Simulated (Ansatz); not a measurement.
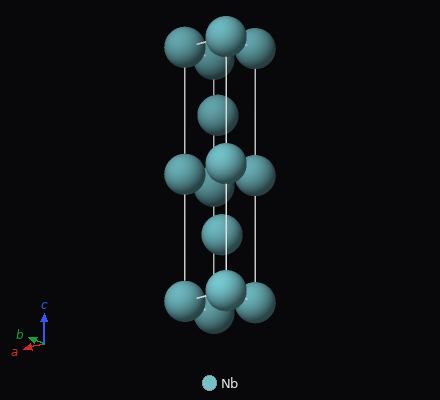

Nb (P6_3/mmc, No. 194): coordinates from a relaxation with DFT, RPBE, plane waves (420 eV) with PAW, scalar-relativistic (Ansatz 0.2.0); the starting structure was generated, so it need not be a known form of this composition.

```cif
data_structure
_symmetry_space_group_name_H-M 'P 1'
_symmetry_Int_Tables_number 1
_cell_length_a 2.8844
_cell_length_b 2.8844
_cell_length_c 10.5583
_cell_angle_alpha 90.000
_cell_angle_beta 90.000
_cell_angle_gamma 120.000
_cell_volume 76.08
loop_
_atom_site_label
_atom_site_type_symbol
_atom_site_fract_x
_atom_site_fract_y
_atom_site_fract_z
_atom_site_occupancy
Nb1 Nb 0.00000 0.00000 0.00000 1
Nb2 Nb 0.00000 0.00000 0.50000 1
Nb3 Nb 0.33333 0.66667 0.25000 1
Nb4 Nb 0.66667 0.33333 0.75000 1
```

Q: What will a HAADF-like image along [101] show? The image is simulated as a sum over atoms of Z^1.8, blurred by a 0.50 Å probe (no channelling). The probe carries 15 % of its weight in a tail 2.5 times as wide. Shot noise and a slight drift were added.

A: The columns repeat on a centred rectangular net of 2.78 × 5.00 Å (plane group c2mm). All columns are alike (Nb). The shortest distance between visible columns is 0.83 Å in projection. Along the beam the structure repeats every 10.95 Å.

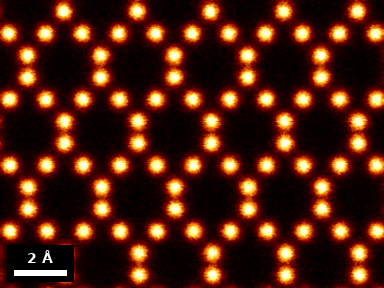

The simulated image.
